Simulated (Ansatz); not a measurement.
## Run report: GeSi62 (charge −2), geometry relaxation (part 1 of 3)

System: GeSi62 (defect cell, 63 atoms in the cell, total charge −2).
Method: DFT PBEsol, scalar-relativistic, plane waves, PAW, PAW set soft_1, no spin polarisation (Ansatz 0.2.0).

It belongs to a series of runs on one base structure; here: end point B relaxed.

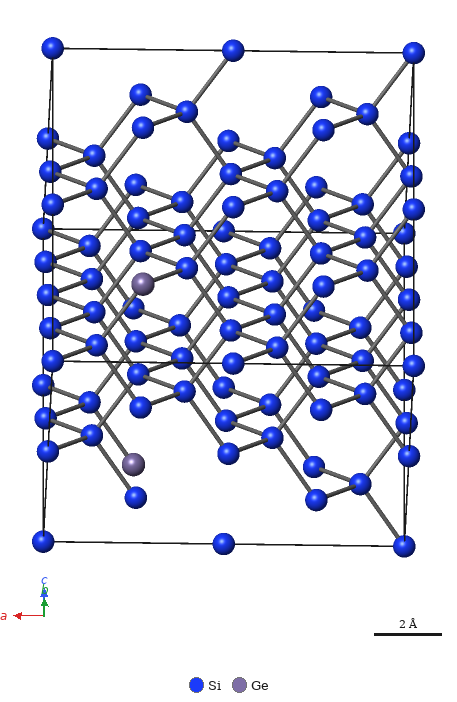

**Figure 1.** The input geometry (ball-and-stick view of the cell of the calculation, seen at an oblique angle). An atom can appear more than once, as a periodic image. Near neighbours in the periodic cell (some may lie outside the picture): Si has 3 Si at 2.35 Å; Ge has 3 Si at 2.35 Å; Si has 4 Si at 2.35 Å; Si has 1 Ge at 2.35 Å and 3 Si at 2.35 Å.

Input file:
```yaml
crystal:
  lattice:
    - [10.86, 0.0, 0.0]
    - [0.0, 10.86, 0.0]
    - [0.0, 0.0, 10.86]
  atoms:
    - { symbol: Si, position: [0.5, 0.0, 0.0] }
    - { symbol: Ge, position: [0.75, 0.0, 0.25] }
    - { symbol: Si, position: [0.75, 0.25, 0.0] }
    - { symbol: Si, position: [0.875, 0.375, 0.125] }
    - { symbol: Si, position: [0.875, 0.125, 0.375] }
    - { symbol: Si, position: [0.0, 0.0, 0.0] }
    - { symbol: Si, position: [0.125, 0.125, 0.125] }
    - { symbol: Si, position: [0.25, 0.25, 0.0] }
    - { symbol: Si, position: [0.375, 0.375, 0.125] }
    - { symbol: Si, position: [0.5, 0.5, 0.0] }
    - { symbol: Si, position: [0.625, 0.625, 0.125] }
    - { symbol: Si, position: [0.75, 0.75, 0.0] }
    - { symbol: Si, position: [0.875, 0.875, 0.125] }
    - { symbol: Si, position: [0.25, 0.0, 0.25] }
    - { symbol: Si, position: [0.375, 0.125, 0.375] }
    - { symbol: Si, position: [0.5, 0.25, 0.25] }
    - { symbol: Si, position: [0.625, 0.375, 0.375] }
    - { symbol: Si, position: [0.75, 0.5, 0.25] }
    - { symbol: Si, position: [0.875, 0.625, 0.375] }
    - { symbol: Si, position: [0.5, 0.0, 0.5] }
    - { symbol: Si, position: [0.625, 0.125, 0.625] }
    - { symbol: Si, position: [0.75, 0.25, 0.5] }
    - { symbol: Si, position: [0.875, 0.375, 0.625] }
    - { symbol: Si, position: [0.75, 0.0, 0.75] }
    - { symbol: Si, position: [0.875, 0.125, 0.875] }
    - { symbol: Si, position: [0.0, 0.5, 0.0] }
    - { symbol: Si, position: [0.125, 0.625, 0.125] }
    - { symbol: Si, position: [0.25, 0.75, 0.0] }
    - { symbol: Si, position: [0.375, 0.875, 0.125] }
    - { symbol: Si, position: [0.0, 0.25, 0.25] }
    - { symbol: Si, position: [0.125, 0.375, 0.375] }
    - { symbol: Si, position: [0.25, 0.5, 0.25] }
    - { symbol: Si, position: [0.375, 0.625, 0.375] }
    - { symbol: Si, position: [0.5, 0.75, 0.25] }
    - { symbol: Si, position: [0.625, 0.875, 0.375] }
    - { symbol: Si, position: [0.0, 0.0, 0.5] }
    - { symbol: Si, position: [0.125, 0.125, 0.625] }
    - { symbol: Si, position: [0.25, 0.25, 0.5] }
    - { symbol: Si, position: [0.375, 0.375, 0.625] }
    - { symbol: Si, position: [0.5, 0.5, 0.5] }
    - { symbol: Si, position: [0.625, 0.625, 0.625] }
    - { symbol: Si, position: [0.75, 0.75, 0.5] }
    - { symbol: Si, position: [0.875, 0.875, 0.625] }
    - { symbol: Si, position: [0.25, 0.0, 0.75] }
    - { symbol: Si, position: [0.375, 0.125, 0.875] }
    - { symbol: Si, position: [0.5, 0.25, 0.75] }
    - { symbol: Si, position: [0.625, 0.375, 0.875] }
    - { symbol: Si, position: [0.75, 0.5, 0.75] }
    - { symbol: Si, position: [0.875, 0.625, 0.875] }
    - { symbol: Si, position: [0.0, 0.75, 0.25] }
    - { symbol: Si, position: [0.125, 0.875, 0.375] }
    - { symbol: Si, position: [0.0, 0.5, 0.5] }
    - { symbol: Si, position: [0.125, 0.625, 0.625] }
    - { symbol: Si, position: [0.25, 0.75, 0.5] }
    - { symbol: Si, position: [0.375, 0.875, 0.625] }
    - { symbol: Si, position: [0.0, 0.25, 0.75] }
    - { symbol: Si, position: [0.125, 0.375, 0.875] }
    - { symbol: Si, position: [0.25, 0.5, 0.75] }
    - { symbol: Si, position: [0.375, 0.625, 0.875] }
    - { symbol: Si, position: [0.5, 0.75, 0.75] }
    - { symbol: Si, position: [0.625, 0.875, 0.875] }
    - { symbol: Si, position: [0.0, 0.75, 0.75] }
    - { symbol: Si, position: [0.125, 0.875, 0.875] }
total_charge: -2
basis:
  ecutwfc: 420.0
kpoints:
  mp_grid: { grid: [1, 1, 1] }
hamiltonian:
  xc: pbesol
  pseudopotentials: { kind: paw, azcp: { folder: soft_1 } }
scf:
  occupations: { method: fermi_dirac, width: 0.05 }
  lower_state_search: "off"
relax:
  f_tol: 0.03
  max_steps: 60
  adjacent_minimum: "off"
output:
  write_density: true
  write_potential: true
  elf: true
  volumetric_format: npy
```

Command:
```bash
ansatz run input.yaml --threads 4 --pin off --max-ram 10240MiB --backend cpu --events-out ev --progress --plain --runs-dir out
```

Output:
```
Warning: [file] the record states the generating functional pbe (its physics header spells it `PBE`), which answers neither for hamiltonian.xc's functional nor for the pbesol family's — results may be inconsistent (PPs are generated against a specific XC)
Warning: [file] the record states the generating functional pbe (its physics header spells it `PBE`), which answers neither for hamiltonian.xc's functional nor for the pbesol family's — results may be inconsistent (PPs are generated against a specific XC)
Engine: ansatz 0.2.0, aarch64-unknown-linux-gnu
Pseudopotentials: kind: paw
Pseudopotential: Si, paw, valence charge 4, recommended cutoff 420 eV (normal), [file]
Pseudopotential: Ge, paw, valence charge 14, recommended cutoff 420 eV (normal), [file]
Functional definition: PBEsol
  exchange = pbesol_x
  correlation = pbesol_c
Crystal: 63 atoms, lattice volume = 1280.824 Å³
Basis set: ecut = 420 eV, 25173 PW (Γ), exchange–correlation on 150×150×150 points (8 copies of the dense FFT grid, shifted against one another)
Bands: 195, of which v1, the nominal top of the filled ones, is band 132 counted from 1 (131 counted from 0)
Symmetry: 6 space group operations
Space group: R3m (ITA 160), of the structure as read, at distance tolerance 1.1e-4 Å
k-points: 1
Non-local potential: Si, projectors of the file, l = 0: 2, l = 1: 2, l = 2: 1
Non-local potential: Ge, projectors of the file, l = 0: 2, l = 1: 2, l = 2: 3, l = 3: 1
PAW form: soft (Blöchl's): semilocal exchange-correlation on the pseudo side does not see the compensation charge
PAW frozen core: Si, regenerated for the run's functional, and the local potential with it (the file was generated under x = pbe(κ = 0.804, μ = 0.2195149727645171), c = pbe(β = 0.06672455060314922))
PAW frozen core: Ge, regenerated for the run's functional, and the local potential with it (the file was generated under x = pbe(κ = 0.804, μ = 0.2195149727645171), c = pbe(β = 0.06672455060314922))
PAW one-centre angular grid: Si, 110 points (default); XC on 64 Gauss nodes
PAW one-centre angular grid: Ge, 590 points (default); XC on 64 Gauss nodes
Initial density: superposition of atomic densities (chi_scale 0.1, normalization cell, long waves kept (reshape's long-wave potential 0.05 eV rms))
Initial wavefunctions: pseudopotential atomic-orbital guess
Functional: x = pbesol(κ = 0.804, μ = 0.12345679012345678), c = pbesol(β = 0.046)
SCF iter   1: F=—  HF=-42771.154217 eV  |F-HF|=—  |Δ(HF+E_count)|=         —  Δρ=4.67e-2  dr2=3.19e1  ethr=3.10e-3  ⟨swp⟩=7.0  Hψ=1016  notcnv=0  defer=28
preconditioner: auto → Resta (q_TF=auto, 2.097 Å⁻¹)  ε∞=5.3  [insulator: Δε(μ)=1.115 eV  Ē_g=8.009 eV  σ=0.050 eV  W_gap=0.57  n_scr=202 (ndim 8)  ℏωp=16.5 eV  f_vac=0.000  D(μ)=52.75/eV (n_scr^D=460)  ε∞_Penn≈5.3]
SCF iter   2: F=—  HF=-42765.542354 eV  |F-HF|=—  |Δ(HF+E_count)|=    5.61e0  Δρ=2.67e-2  dr2=1.06e1  ethr=3.10e-3  ⟨swp⟩=4.0  Hψ=412  notcnv=0  defer=31
SCF iter   3: F=—  HF=-42763.468850 eV  |F-HF|=—  |Δ(HF+E_count)|=    2.07e0  Δρ=1.03e-2  dr2=1.90e0  ethr=3.10e-3  ⟨swp⟩=1.0  Hψ=164  notcnv=0  defer=31
SCF iter   4: F=—  HF=-42763.147444 eV  |F-HF|=—  |Δ(HF+E_count)|=   3.21e-1  Δρ=2.27e-3  dr2=3.06e-1  ethr=7.18e-4  ⟨swp⟩=3.0  Hψ=390  notcnv=0  defer=31
SCF iter   5: F=—  HF=-42763.141823 eV  |F-HF|=—  |Δ(HF+E_count)|=   5.62e-3  Δρ=5.21e-4  dr2=6.34e-3  ethr=1.16e-4  ⟨swp⟩=2.0  Hψ=218  notcnv=0  defer=31
SCF iter   6: F=—  HF=-42763.142852 eV  |F-HF|=—  |Δ(HF+E_count)|=   1.03e-3  Δρ=1.99e-4  dr2=8.47e-4  ethr=2.40e-6  ⟨swp⟩=2.0  Hψ=328  notcnv=0  defer=31
SCF iter   7: F=—  HF=-42763.142688 eV  |F-HF|=—  |Δ(HF+E_count)|=   1.64e-4  Δρ=8.04e-5  dr2=1.66e-4  ethr=3.21e-7  ⟨swp⟩=2.0  Hψ=297  notcnv=0  defer=31
SCF iter   8: F=-42763.142613 eV  HF=-42763.142622 eV  |F-HF|=8.94e-6  |Δ(HF+E_count)|=   6.58e-5  Δρ=2.03e-5  dr2=1.17e-5  ethr=8.52e-9  ⟨swp⟩=12.0  Hψ=1566  notcnv=0
SCF 1 converged in 8 iterations: F = -42763.142613 eV  dr2 = 1.17e-5
  greatest PAW one-centre occupation: 0.998 electrons in one spin orbital (limit 2), on the Ge atom at site 1 (counted from 0), in its partial waves of l = 2
relax step   1: F+E_penalty+E_count = -42763.14261341 eV  Δ(F+E_penalty+E_count) = +0.000e0 eV  max|allowed force component| = 4.740e-1 eV/Å  Δτ_max = 0.0000 Å  (8 SCF iters, dr2 threshold 2.25e-5 eV, accepted)
Initial density: handed on by an earlier stage of this run
Initial wavefunctions: those handed on with the density
iter 1 solved again at ethr=1.34e-5 eV; its pass at ethr=3.10e-3 eV (dr2=3.53e-2 eV) is discarded
SCF iter   1: F=—  HF=-42763.263245 eV  |F-HF|=—  |Δ(HF+E_count)|=         —  Δρ=1.68e-3  dr2=3.86e-2  ethr=1.34e-5  ⟨swp⟩=3.0  Hψ=727  notcnv=0  defer=31
preconditioner: auto → Kerker (q_TF=auto, 2.097 Å⁻¹)  [metal: Δε(μ)=0.056 eV  Ē_g=7.809 eV  σ=0.050 eV  W_gap=0.27  n_scr=202 (ndim 8)  ℏωp=16.5 eV  f_vac=0.000  D(μ)=45.48/eV (n_scr^D=364)]
SCF iter   2: F=—  HF=-42763.257143 eV  |F-HF|=—  |Δ(HF+E_count)|=   6.10e-3  Δρ=8.94e-4  dr2=1.15e-2  ethr=1.34e-5  ⟨swp⟩=1.0  Hψ=164  notcnv=0  defer=31
SCF iter   3: F=—  HF=-42763.254208 eV  |F-HF|=—  |Δ(HF+E_count)|=   2.94e-3  Δρ=2.08e-4  dr2=1.40e-3  ethr=4.35e-6  ⟨swp⟩=2.0  Hψ=297  notcnv=0  defer=31
SCF iter   4: F=—  HF=-42763.254019 eV  |F-HF|=—  |Δ(HF+E_count)|=   1.90e-4  Δρ=5.89e-5  dr2=1.73e-4  ethr=5.31e-7  ⟨swp⟩=2.0  Hψ=295  notcnv=0  defer=31
SCF iter   5: F=—  HF=-42763.254007 eV  |F-HF|=—  |Δ(HF+E_count)|=   1.21e-5  Δρ=3.08e-5  dr2=3.34e-5  ethr=6.55e-8  ⟨swp⟩=2.0  Hψ=295  notcnv=0  defer=31
SCF iter   6: F=-42763.253996 eV  HF=-42763.254001 eV  |F-HF|=5.02e-6  |Δ(HF+E_count)|=   5.60e-6  Δρ=1.10e-5  dr2=6.63e-6  ethr=5.32e-9  ⟨swp⟩=13.0  Hψ=1644  notcnv=0
SCF 2 converged in 6 iterations: F = -42763.253996 eV  dr2 = 6.63e-6
relax step   2: F+E_penalty+E_count = -42763.25399613 eV  Δ(F+E_penalty+E_count) = -1.114e-1 eV  max|allowed force component| = 2.431e-1 eV/Å  Δτ_max = 0.0899 Å  (6 SCF iters, dr2 threshold 1.40e-5 eV, accepted)
SCF iter   1: F=—  HF=-42763.325526 eV  |F-HF|=—  |Δ(HF+E_count)|=         —  Δρ=2.17e-3  dr2=7.32e-2  ethr=2.31e-4  ⟨swp⟩=6.0  Hψ=553  notcnv=0  defer=31
preconditioner: auto → Kerker (q_TF=auto, 2.097 Å⁻¹)  [metal: Δε(μ)=0.102 eV  Ē_g=7.783 eV  σ=0.050 eV  W_gap=0.45  n_scr=202 (ndim 8)  ℏωp=16.5 eV  f_vac=0.000  D(μ)=40.48/eV (n_scr^D=304)]
SCF iter   2: F=—  HF=-42763.315126 eV  |F-HF|=—  |Δ(HF+E_count)|=   1.04e-2  Δρ=1.11e-3  dr2=2.69e-2  ethr=2.77e-5  ⟨swp⟩=2.0  Hψ=324  notcnv=0  defer=31
SCF iter   3: F=—  HF=-42763.310991 eV  |F-HF|=—  |Δ(HF+E_count)|=   4.13e-3  Δρ=2.22e-4  dr2=1.87e-3  ethr=1.02e-5  ⟨swp⟩=2.0  Hψ=295  notcnv=0  defer=31
SCF iter   4: F=—  HF=-42763.310321 eV  |F-HF|=—  |Δ(HF+E_count)|=   6.70e-4  Δρ=9.51e-5  dr2=5.16e-4  ethr=7.08e-7  ⟨swp⟩=2.0  Hψ=297  notcnv=0  defer=31
SCF iter   5: F=—  HF=-42763.310280 eV  |F-HF|=—  |Δ(HF+E_count)|=   4.08e-5  Δρ=3.84e-5  dr2=5.98e-5  ethr=1.96e-7  ⟨swp⟩=2.0  Hψ=295  notcnv=0  defer=31
SCF iter   6: F=—  HF=-42763.310263 eV  |F-HF|=—  |Δ(HF+E_count)|=   1.75e-5  Δρ=2.12e-5  dr2=2.44e-5  ethr=2.26e-8  ⟨swp⟩=2.0  Hψ=299  notcnv=0  defer=31
SCF iter   7: F=-42763.310260 eV  HF=-42763.310260 eV  |F-HF|=5.44e-7  |Δ(HF+E_count)|=   2.42e-6  Δρ=6.26e-6  dr2=1.19e-6  ethr=1.40e-9  ⟨swp⟩=12.0  Hψ=1414  notcnv=0
SCF 3 converged in 7 iterations: F = -42763.310260 eV  dr2 = 1.19e-6
relax step   3: F+E_penalty+E_count = -42763.31025960 eV  Δ(F+E_penalty+E_count) = -5.626e-2 eV  max|allowed force component| = 4.580e-2 eV/Å  Δτ_max = 0.1894 Å  (7 SCF iters, dr2 threshold 3.69e-6 eV, accepted)
SCF iter   1: F=—  HF=-42763.320746 eV  |F-HF|=—  |Δ(HF+E_count)|=         —  Δρ=1.07e-3  dr2=1.25e-2  ethr=5.73e-5  ⟨swp⟩=4.0  Hψ=472  notcnv=0  defer=31
preconditioner: auto → Kerker (q_TF=auto, 2.097 Å⁻¹)  [metal: Δε(μ)=0.098 eV  Ē_g=7.774 eV  σ=0.050 eV  W_gap=0.43  n_scr=202 (ndim 8)  ℏωp=16.5 eV  f_vac=0.000  D(μ)=40.30/eV (n_scr^D=304)]
SCF iter   2: F=—  HF=-42763.318418 eV  |F-HF|=—  |Δ(HF+E_count)|=   2.33e-3  Δρ=5.43e-4  dr2=5.69e-3  ethr=4.73e-6  ⟨swp⟩=3.0  Hψ=353  notcnv=0  defer=31
SCF iter   3: F=—  HF=-42763.317520 eV  |F-HF|=—  |Δ(HF+E_count)|=   8.98e-4  Δρ=1.34e-4  dr2=5.22e-4  ethr=2.15e-6  ⟨swp⟩=2.0  Hψ=295  notcnv=0  defer=31
SCF iter   4: F=—  HF=-42763.317503 eV  |F-HF|=—  |Δ(HF+E_count)|=   1.73e-5  Δρ=5.44e-5  dr2=1.13e-4  ethr=1.98e-7  ⟨swp⟩=2.0  Hψ=297  notcnv=0  defer=31
SCF iter   5: F=—  HF=-42763.317496 eV  |F-HF|=—  |Δ(HF+E_count)|=   7.41e-6  Δρ=2.30e-5  dr2=3.37e-5  ethr=4.28e-8  ⟨swp⟩=2.0  Hψ=295  notcnv=0  defer=31
SCF iter   6: F=—  HF=-42763.316876 eV  |F-HF|=—  |Δ(HF+E_count)|=   6.19e-4  Δρ=1.14e-5  dr2=1.39e-5  ethr=1.28e-8  ⟨swp⟩=2.0  Hψ=295  notcnv=0  defer=31
SCF iter   7: F=—  HF=-42763.316875 eV  |F-HF|=—  |Δ(HF+E_count)|=   9.93e-7  Δρ=5.52e-6  dr2=1.55e-6  ethr=5.25e-9  ⟨swp⟩=2.0  Hψ=297  notcnv=0  defer=31
SCF iter   8: F=—  HF=-42763.316875 eV  |F-HF|=—  |Δ(HF+E_count)|=   7.90e-8  Δρ=1.62e-6  dr2=1.14e-7  ethr=5.88e-10  ⟨swp⟩=2.0  Hψ=299  notcnv=0  defer=31
SCF iter   9: F=-42763.316875 eV  HF=-42763.316875 eV  |F-HF|=3.23e-9  |Δ(HF+E_count)|=  5.89e-10  Δρ=4.58e-7  dr2=7.69e-9  ethr=3.79e-11  ⟨swp⟩=9.0  Hψ=1055  notcnv=0
SCF 4 converged in 9 iterations: F = -42763.316875 eV  dr2 = 7.69e-9
relax step   4: F+E_penalty+E_count = -42763.31687529 eV  Δ(F+E_penalty+E_count) = -6.616e-3 eV  max|allowed force component| = 2.057e-2 eV/Å  Δτ_max = 0.0832 Å  (9 SCF iters, accepted)
```

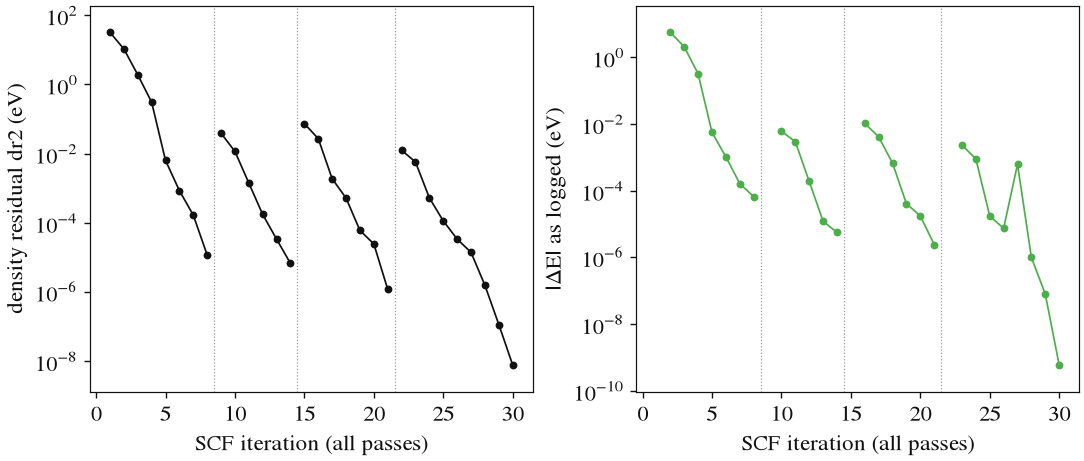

**Figure 2.** Convergence of the self-consistent field: density residual dr2 and size of the energy change against the SCF iteration. The dotted lines part the SCF passes of the relaxation: geometry steps, rejected trials and re-solves on a re-selected basis. The passes take 8, 6, 7 and 9 iterations.

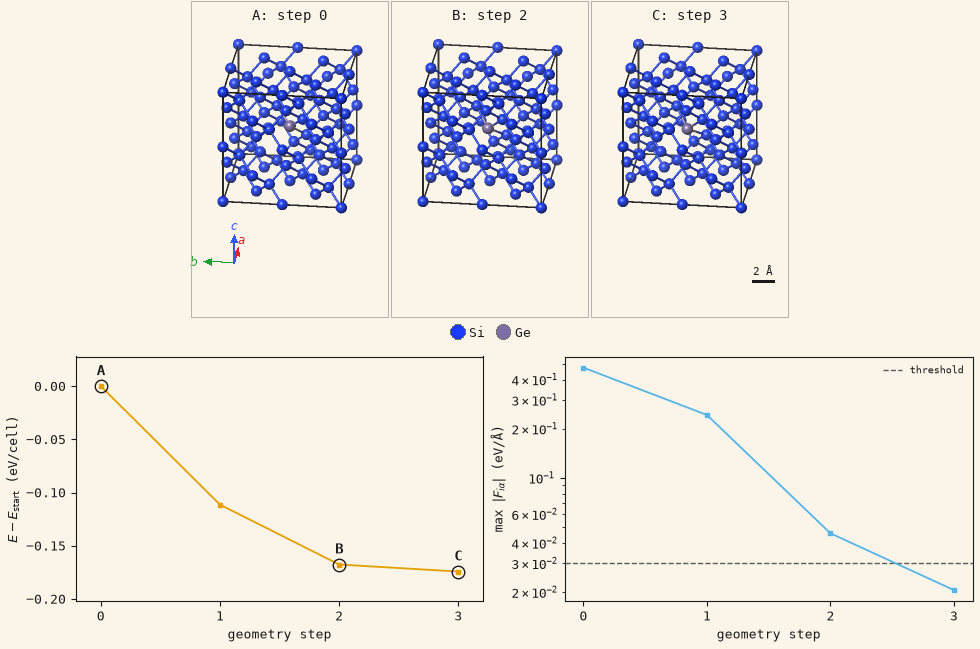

**Figure 3.** Frames of the relaxation (ball-and-stick view of the cell of the calculation (origin shifted), seen at an oblique angle) above the curves, on which the letters mark them (the first geometry is step 0 here and step 1 in the log).
